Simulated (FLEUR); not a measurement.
# Energy of H along an even scaling of the cell

System: H (I4/mmm, 2 atoms in the cell).
Method: Kohn-Sham DFT of a periodic cell, PBE, all-electron, no spin polarisation (FLEUR MaX-R8.1 (later development tree)).

The 7 runs differ only in the geometry, by an even scaling of the cell at fixed fractional positions. The structure derives from a Materials Project entry.

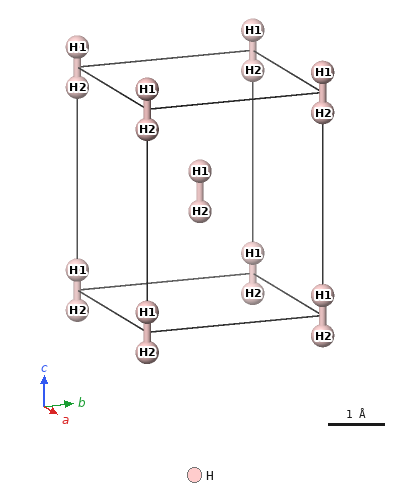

Figure 1. The structure of run 4 (ball-and-stick view of the cell 2 times as large as that of the calculation, set on its symmetry axes, seen slightly off an axis; atoms are numbered from 1 in the order of the input). An atom can appear more than once, as a periodic image.

## Input of run 4
```
<?xml version="1.0" encoding="UTF-8" standalone="no"?>
<fleurInput fleurInputVersion="0.39">
   <comment>
      H                                                                                                   
   </comment>
   <calculationSetup>
      <cutoffs Kmax="6.3" Gmax="27" GmaxXC="27" numbands="0"/>
      <scfLoop itmax="60" minDistance="0.00001" maxIterBroyd="15" imix="Anderson" alpha="0.05" precondParam="0.0" spinf="2.0" sdNocoIR="T"/>
      <coreElectrons ctail="T" frcor="F" kcrel="0" coretail_lmax="0"/>
      <xcFunctional name="pbe" relativisticCorrections="F"/>
      <magnetism jspins="1"/>
      <soc l_soc="F" theta="0.0" phi="0.0" spav="F"/>
      <expertModes spex="0" secvar="F"/>
      <geometryOptimization l_f="T" forcealpha="1.0" forcemix="BFGS" epsdisp="0.0005" epsforce="0.0002"/>
      <ldaU l_linMix="F" mixParam="0.05" spinf="1.0"/>
   </calculationSetup>
   <cell>
      <bzIntegration valenceElectrons="2.0" mode="hist" fermiSmearingEnergy="0.00183747">
         <kPointListSelection listName="default-1"/>
         <!-- k-points included here -->
         <xi:include xmlns:xi="http://www.w3.org/2001/XInclude" href="kpts.xml"> </xi:include>
      </bzIntegration>
      <!-- symmetry operations included here -->
      <xi:include xmlns:xi="http://www.w3.org/2001/XInclude" href="sym.xml"> </xi:include>
      <bulkLattice scale="1.0">
         <bravaisMatrix>
            <row-1>   -3.1965368786204147     3.1965368786204147     3.8899520757125989</row-1>
            <row-2>    3.1965368786204147    -3.1965368786204147     3.8899520757125989</row-2>
            <row-3>    3.1965368786204147     3.1965368786204147    -3.8899520757125989</row-3>
         </bravaisMatrix>
      </bulkLattice>
   </cell>
   <atomSpecies>
      <species name="Hydrogen (H)" element="H" atomicNumber="1">
         <mtSphere radius="0.63" gridPoints="217" logIncrement="0.035"/>
         <atomicCutoffs lmax="8" lnonsphr="8"/>
         <electronConfig flipSpins="F">
            <coreConfig></coreConfig>
            <valenceConfig>(1s1/2)</valenceConfig>
            <stateOccupation state="(1s1/2)" spinUp="0.500000" spinDown="0.500000"/>
         </electronConfig>
         <energyParameters s="1" p="2" d="3" f="4"/>
         <lo type="SCLO" l="0" n="1" eDeriv="2"/>
         <lo type="SCLO" l="1" n="2" eDeriv="2"/>
      </species>
   </atomSpecies>
   <atomGroups>
      <atomGroup species="Hydrogen (H)">
         <relPos label="                   1">.0901377100 .0901377100 .0000000000</relPos>
         <relPos label="                   2">-.0901377100 -.0901377100 .0000000000</relPos>
         <force calculate="T" relaxXYZ="TTT"/>
      </atomGroup>
   </atomGroups>
   <output dos="F" band="F" slice="F">
      <checks vchk="F" cdinf="F"/>
      <bandDOS minEnergy="-.5*Htr" maxEnergy="0.5*Htr" sigma="0.015" storeEVData="T"/>
      <vacuumDOS vacdos="F" integ="F" star="F" nstars="0" locx1="0.0" locy1="0.0" locx2="0.0" locy2="0.0" nstm="0" tworkf="0.0"/>
      <unfoldingBand unfoldBand="F" supercellX="1" supercellY="1" supercellZ="1"/>
      <plotting iplot="0" polar="F">
         <plot TwoD="T" vec1="  1.0  0.0  0.0" vec2="  0.0  1.0  0.0" vec3="  0.0  0.0  1.0" zero="  0.0  0.0  0.0" file="plot"/>
      </plotting>
      <chargeDensitySlicing numkpt="0" minEigenval="0.0" maxEigenval="0.0" nnne="0" pallst="F"/>
      <specialOutput eonly="F"/>
      <moessbauerParams electricFieldGradient="T" isomerShift="T" coreHyperfine="T" valenceHyperfine="T"/>
      <magneticCircularDichroism mcd="F" energyLo="-10.0" energyUp="0.0"/>
   </output>
  <!-- We include the file relax.xml here to enable relaxations (see documentation) -->
  <xi:include xmlns:xi="http://www.w3.org/2001/XInclude" href="relax.xml"> <xi:fallback/> </xi:include>
</fleurInput>
```

Command:
```bash
inpgen -f crystal.txt -profile fastHighL; fleur_MPI
```

Lattice vectors (Å) and fractional positions of run 4:
```
  -1.691534    1.691534    2.058474
   1.691534   -1.691534    2.058474
   1.691534    1.691534   -2.058474
H   0.090138  0.090138  0.000000
H   0.909862  0.909862  0.000000
```

Run 3 has the same physical settings and fractional positions; its lattice vectors (Å) are:
```
  -1.680182    1.680182    2.044658
   1.680182   -1.680182    2.044658
   1.680182    1.680182   -2.044658
```

## Results, with one run withheld

```tsv
run	volume per atom (Å³)	free energy per atom, from the lowest run given (meV)	gap on the mesh (eV)
1	11.073	8.09	9.11
2	11.309	5.41	9.09
3	11.544	?	?
4	11.780	1.76	9.04
5	12.015	0.71	9.02
6	12.251	0.12	9.00
7	12.487	0.00	8.98
```

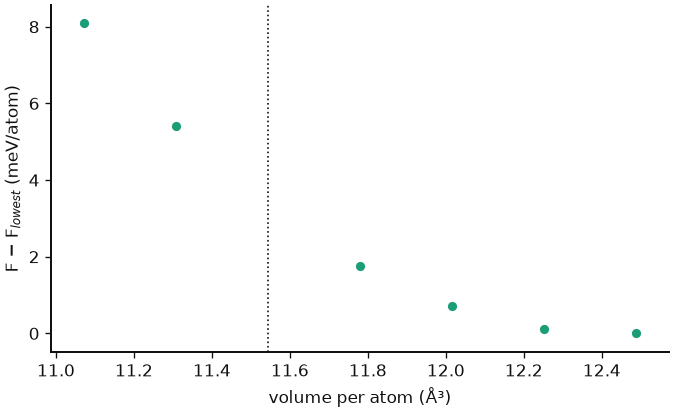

Figure 2. Free energy per atom of the runs given; the dotted line marks run 3.

What should run 3 give?

A cubic polynomial in V^(−2/3) (the Birch–Murnaghan form), fitted to the 6 runs given, misses them by at most 0.01 meV per atom. With x = V^(−2/3) − 0.19292 Å⁻², it reads F = 1.6412 + 488.92 x + 35027 x² − 1.6932e+05 x³ (meV per atom). At run 3 it gives 3.32 meV per atom, and the run itself gives 3.31. The fit has its minimum at 12.440 Å³ per atom, where V d²F/dV² gives 15.3 GPa. Cell shape and fractional positions are held, so this is the stiffness under even scaling; the relaxed bulk modulus wasn't computed. The gap on the mesh goes, without turning, from 9.11 eV in run 1 to 8.98 eV in run 7; run 3 has 9.06 eV. These are gaps of this functional on this mesh, which can miss the band edges; they aren't the measured gap.

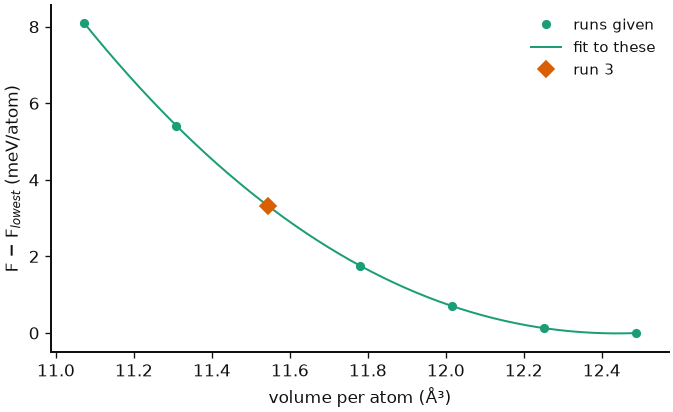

Figure 3. The fit and the withheld run.

## Output (run 3)
```
Welcome to FLEUR        (www.flapw.de)
      MaX-Release 8.1          (www.max-centre.eu)

 ========== k-point set info ==========
 Selected k-point list: default-1
 k-point list type: mesh
 11 x 11 x 11
 Number of k points: 126

 ------------Calculation Setup---------------------------
 Number of MPI-tasks      :            1
 Number of PE/node        :            1
 Number of OMP-threads    :            1
 Most efficient MPI parallelization for:
           1           2           3           6           7           9          14          18          21          42          63         126
 Additional eigenvalue parallelization possible
 Number of basis functions:          687
 Approximate size of matrices (H+S) per k-point:         0.007 GB
 --------------------------------------------------------
Nuclear radius smaller than smallest radial mesh point for atom type 1 -- skipping its core isomer shift
Nuclear radius smaller than smallest radial mesh point for atom type 1 -- skipping its isomer shift

 Iteration:     1   Distance:      14.21038373 me/bohr^3
Nuclear radius smaller than smallest radial mesh point for atom type 1 -- skipping its core isomer shift
Nuclear radius smaller than smallest radial mesh point for atom type 1 -- skipping its isomer shift

 Iteration:     2   Distance:      13.33217270 me/bohr^3
Nuclear radius smaller than smallest radial mesh point for atom type 1 -- skipping its core isomer shift
Nuclear radius smaller than smallest radial mesh point for atom type 1 -- skipping its isomer shift

 Iteration:     3   Distance:       0.53382228 me/bohr^3
Nuclear radius smaller than smallest radial mesh point for atom type 1 -- skipping its core isomer shift
Nuclear radius smaller than smallest radial mesh point for atom type 1 -- skipping its isomer shift

 Iteration:     4   Distance:       0.42370146 me/bohr^3
Nuclear radius smaller than smallest radial mesh point for atom type 1 -- skipping its core isomer shift
Nuclear radius smaller than smallest radial mesh point for atom type 1 -- skipping its isomer shift

 Iteration:     5   Distance:       0.03941996 me/bohr^3
Nuclear radius smaller than smallest radial mesh point for atom type 1 -- skipping its core isomer shift
Nuclear radius smaller than smallest radial mesh point for atom type 1 -- skipping its isomer shift

 Iteration:     6   Distance:       0.01258771 me/bohr^3
Nuclear radius smaller than smallest radial mesh point for atom type 1 -- skipping its core isomer shift
Nuclear radius smaller than smallest radial mesh point for atom type 1 -- skipping its isomer shift

 Iteration:     7   Distance:       0.00209926 me/bohr^3
Nuclear radius smaller than smallest radial mesh point for atom type 1 -- skipping its core isomer shift
Nuclear radius smaller than smallest radial mesh point for atom type 1 -- skipping its isomer shift

 Iteration:     8   Distance:       0.00062032 me/bohr^3
Nuclear radius smaller than smallest radial mesh point for atom type 1 -- skipping its core isomer shift
Nuclear radius smaller than smallest radial mesh point for atom type 1 -- skipping its isomer shift

 Iteration:     9   Distance:       0.00001403 me/bohr^3
Nuclear radius smaller than smallest radial mesh point for atom type 1 -- skipping its core isomer shift
Nuclear radius smaller than smallest radial mesh point for atom type 1 -- skipping its isomer shift

 Iteration:    10   Distance:       0.00000535 me/bohr^3

 ********************************************************************
 Run finished successfully
 Stop message:
   all done
 ********************************************************************
```

Notes: Points of doubt noted for this run: cutoff short for small spheres.
